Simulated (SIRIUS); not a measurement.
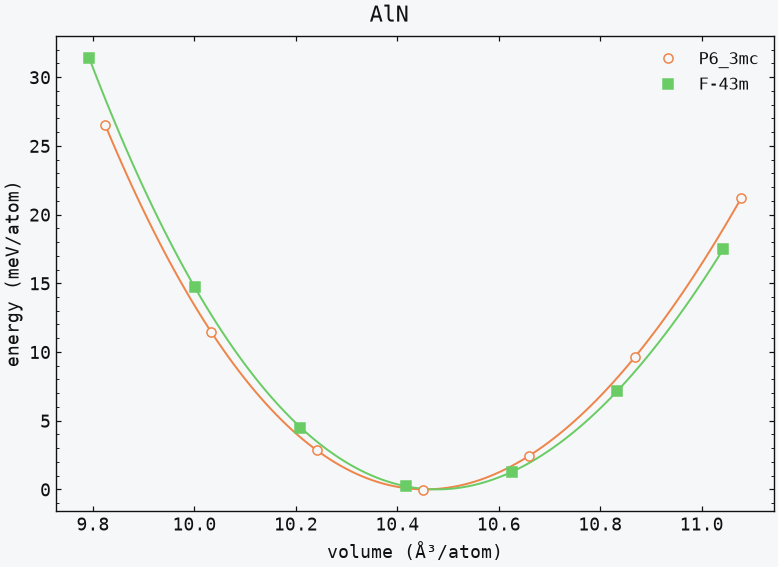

Figure. Energy against volume, with one curve for each structure, for AlN. Each energy curve has its own zero, so the curves don't rank the structures.

Settings that differ: P6_3mc: k mesh 10×10×6; F-43m: k mesh 10×10×10.

The fitted equilibrium volumes, smallest first, are P6_3mc 10.455, F-43m 10.478 Å³/atom. The fitted bulk moduli, smallest first, are F-43m 200.8, P6_3mc 201.4 GPa.

Calculation (SIRIUS 7.12.0): all-electron LAPW DFT, no spin polarisation; energies at scaled volumes of the given cell, shape and fractions fixed, counted from the fit's minimum, third-order Birch-Murnaghan fit. Level: PBEsol.

- occupations: Fermi–Dirac
- smearing width: 0.05 eV
- potentials: all electron FP LAPW

Caveats: shape and atomic fractions are frozen while scaling, which makes layered, chain and framework solids too stiff.
